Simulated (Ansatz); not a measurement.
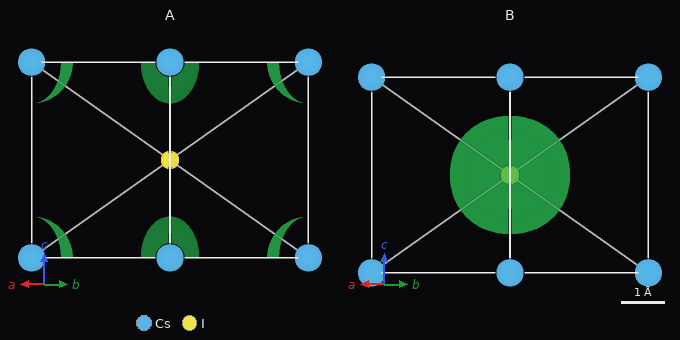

CsI: densities of the states in two energy windows, as isosurfaces (each at a level of its own) in the conventional cell.

Space group Pm-3m. Spin-orbit coupling, left out here, splits and shifts the levels of such heavy elements, by tenths of an eV up to several eV.

The calculation used DFT r2SCAN, scalar-relativistic, plane waves, PAW in Ansatz.

In a PAW calculation such maps are meaningful between the atoms, not at the nuclei.

The windows, about the valence-band maximum, are −20.97 to −20.83 eV and −0.6 to 0.0 eV. Which panel shows which?

Panel A: −20.97 to −20.83 eV, a separate group of bands (semicore or deep states), mainly Cs 5s (over 95 %).
Panel B: −0.6 to 0.0 eV, the top of the valence band, mainly I 5p (over 95 %).
The characters are Löwdin shares on a minimal set of atomic orbitals.

Cost of the run: 10 s on 1 thread of Arm Neoverse N1, with other jobs on the host, peak memory 0.54 GiB.
